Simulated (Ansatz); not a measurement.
**A series of single points on ZnO**

System: ZnO (4 atoms in the cell).
Method: Kohn-Sham DFT of a periodic cell, PBE, Ansatz PAW, no spin polarisation (Ansatz 0.2.0).

The 7 runs differ only in the geometry, by an even scaling of the cell at fixed fractional positions. The structure derives from a Materials Project entry.

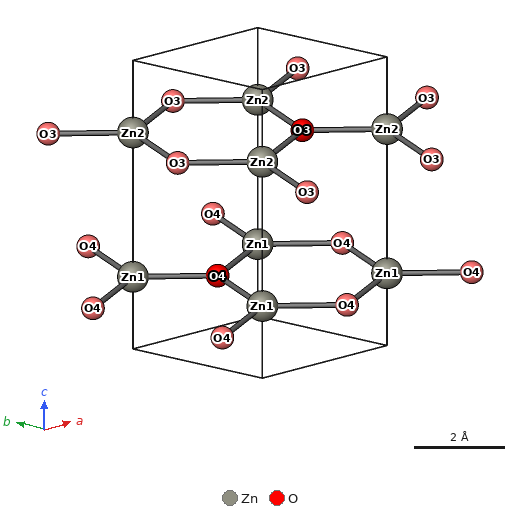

Figure 1. The structure of run 4 (ball-and-stick view of the cell of the calculation, seen at an oblique angle; neighbours outside the cell are drawn fainter; atoms are numbered from 1 in the order of the input).

**Input of run 4**
```yaml
crystal:
  lattice:
    - [3.2879671587, 0.0, 0.0]
    - [-1.6439835793, 2.8474630862, 0.0]
    - [0.0, 0.0, 7.13044135]
  atoms:
    - { symbol: Zn, position: [0.0, 0.0, 0.25] }
    - { symbol: Zn, position: [0.0, 0.0, 0.75] }
    - { symbol: O, position: [0.6666666667, 0.3333333333, 0.75] }
    - { symbol: O, position: [0.3333333333, 0.6666666667, 0.25] }
hamiltonian:
  xc: pbe
  pseudopotentials: { kind: paw }
kpoints:
  mp_grid: { grid: [9, 9, 4] }
scf:
  occupations: { method: fermi_dirac, width: 0.05 }
output:
  forces: true
  stress: true
  eigenvalues: true
```

Command:
```bash
ansatz run input.yaml --threads 2 --pin off --max-ram 5120MiB --backend cpu --events-out ev --progress --plain --runs-dir out
```

Run 5 differs from it as follows:
```diff
-    - [3.2879671587, 0.0, 0.0]
-    - [-1.6439835793, 2.8474630862, 0.0]
-    - [0.0, 0.0, 7.13044135]
+    - [3.3097424102, 0.0, 0.0]
+    - [-1.6548712051, 2.8663210072, 0.0]
+    - [0.0, 0.0, 7.1776641921]
```

**Results, with one run withheld**

| run | volume per atom (Å³) | free energy per atom, from the lowest run given (meV) | pressure (GPa) | gap on the mesh (eV) |
| --- | --- | --- | --- | --- |
| 1 | 15.688 | 14.09 | 5.55 | 0.82 |
| 2 | 16.022 | 4.99 | 3.23 | 0.82 |
| 3 | 16.356 | 0.47 | 1.16 | 0.82 |
| 4 | 16.689 | 0.00 | −0.70 | 0.82 |
| 5 | 17.023 | ? | ? | ? |
| 6 | 17.357 | 9.71 | −3.85 | 0.82 |
| 7 | 17.691 | 19.20 | −5.19 | 0.82 |

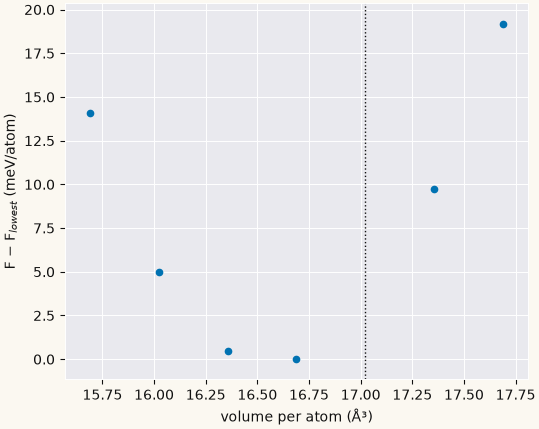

Figure 2. Free energy per atom of the runs given; the dotted line marks run 5.

What should run 5 give?

A cubic polynomial in V^(−2/3) (the Birch–Murnaghan form), fitted to the 6 runs given, misses them by at most 0.01 meV per atom. With x = V^(−2/3) − 0.15362 Å⁻², it reads F = −0.23851 − 260.62 x + 4.4594e+05 x² + 3.8677e+05 x³ (meV per atom). At run 5 it gives 3.21 meV per atom, and the run itself gives 3.23. The slope of the fit gives a pressure −dF/dV of −2.36 GPa there, and the run prints −2.36 GPa. The fit has its minimum at 16.561 Å³ per atom, where V d²F/dV² gives 90.9 GPa. Cell shape and fractional positions are held, so this is the stiffness under even scaling; the relaxed bulk modulus wasn't computed and can be far lower in a crystal of layers, chains or molecules like this one.

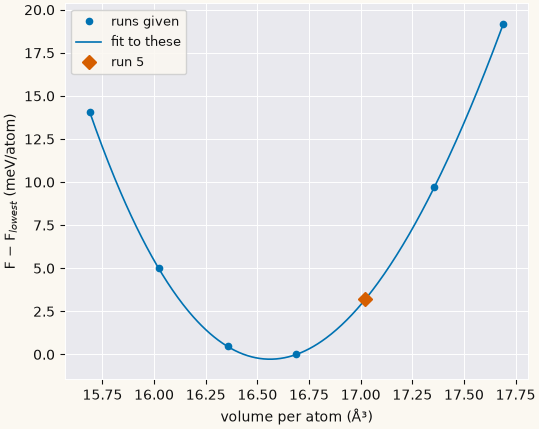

Figure 3. The fit and the withheld run.

**Output, shortened to warnings, some set-up lines, iterations and results (run 5)**
```
Basis set: ecut = 420 eV, 1319 PW (Γ), exchange–correlation on 48×48×96 points (8 copies of the dense FFT grid, shifted against one another)
Symmetry: 24 space group operations
k-points: 36 of 324
Initial density: superposition of atomic densities (neutral atoms: chi_scale 0, normalization atom), corrected by the library's trained network
[...]
SCF iter   1: F=—  HF=-7772.801462 eV  |F-HF|=—  |Δ(HF+E_count)|=         —  Δρ=3.76e-3  dr2=4.28e-3  ethr=1.77e-3  ⟨swp⟩=5.9  Hψ=3441  notcnv=0
SCF iter   2: F=—  HF=-7772.802588 eV  |F-HF|=—  |Δ(HF+E_count)|=   1.13e-3  Δρ=1.31e-3  dr2=3.32e-4  ethr=1.19e-5  ⟨swp⟩=2.1  Hψ=1751  notcnv=0
SCF iter   3: F=—  HF=-7772.802530 eV  |F-HF|=—  |Δ(HF+E_count)|=   5.79e-5  Δρ=8.75e-4  dr2=2.48e-4  ethr=9.24e-7  ⟨swp⟩=2.0  Hψ=1368  notcnv=0
SCF iter   4: F=—  HF=-7772.802541 eV  |F-HF|=—  |Δ(HF+E_count)|=   1.13e-5  Δρ=1.17e-4  dr2=1.46e-5  ethr=6.89e-7  ⟨swp⟩=2.3  Hψ=1284  notcnv=0
SCF iter   5: F=—  HF=-7772.802609 eV  |F-HF|=—  |Δ(HF+E_count)|=   6.79e-5  Δρ=7.50e-5  dr2=5.65e-6  ethr=4.05e-8  ⟨swp⟩=2.6  Hψ=1402  notcnv=0
SCF iter   6: F=—  HF=-7772.802614 eV  |F-HF|=—  |Δ(HF+E_count)|=   5.17e-6  Δρ=3.96e-5  dr2=9.42e-7  ethr=1.57e-8  ⟨swp⟩=2.1  Hψ=1407  notcnv=0
SCF iter   7: F=-7772.802614 eV  HF=-7772.802614 eV  |F-HF|=7.35e-8  |Δ(HF+E_count)|=   4.31e-8  Δρ=1.16e-5  dr2=5.78e-8  ethr=2.78e-10  ⟨swp⟩=2.9  Hψ=3411  notcnv=0
SCF 1 converged in 7 iterations: F = -7772.802614 eV  dr2 = 5.78e-8
SCF converged after 7 iterations
Free energy (F): -7772.802614 eV
Harris-Foulkes:  -7772.802614 eV  (|F-HF|=7.35e-8)
Internal energy: -7772.802608 eV  (E = F + TS)
E sigma→0 (E₀):  -7772.802611 eV
Entropy (-TS):   -0.000006 eV (-0.002 meV/atom)
Fermi energy:    3.792325 eV
--- Per-component energies (eV) ---
  E_band       = -73.558037
  E_kinetic    = 607.003153
  E_local      = -4948.121121  (includes V_loc(G=0)·N_el)
  E_nonlocal   = 1331.555552
  E_hartree    = 2048.384461
  E_xc         = -418.173772
  E_vxc        = -287.183286  (∫ρ·V_xc dr)
  E_paw        = -3976.965594  (= ΣΔE_a)
  E_vpaw       = -873.580340  (= ΣTr[D̂ρ^β])
  E_aug_tail   = 0.004189  (compensation charges beyond the density's cutoff)
  E_ewald      = -2416.489475
  E_smearing   = -0.000006  (= −TS)
  E_closure    = 0.000000  (closes the sum)
  Σ components = -7772.802614   (vs F -7772.802614, Δ=0.00e0)
--- Forces (eV/Å), atoms counted from 1 ---
  atom   1  Zn     0.00000000     0.00000000     0.00000000
  atom   2  Zn     0.00000000    -0.00000000    -0.00000000
  atom   3  O     -0.00000000     0.00000000    -0.00000000
  atom   4  O     -0.00000000    -0.00000000     0.00000000
  max |Σ_I F_I| component: 9.25e-18 eV/Å
--- Stress (GPa, compression-positive) ---
       -3.651738      -0.000000       0.000000
        0.000000      -3.651738       0.000000
        0.000000       0.000000       0.222988
  P = ⅓ Tr σ = -2.3602 GPa (-23.602 kbar)
```
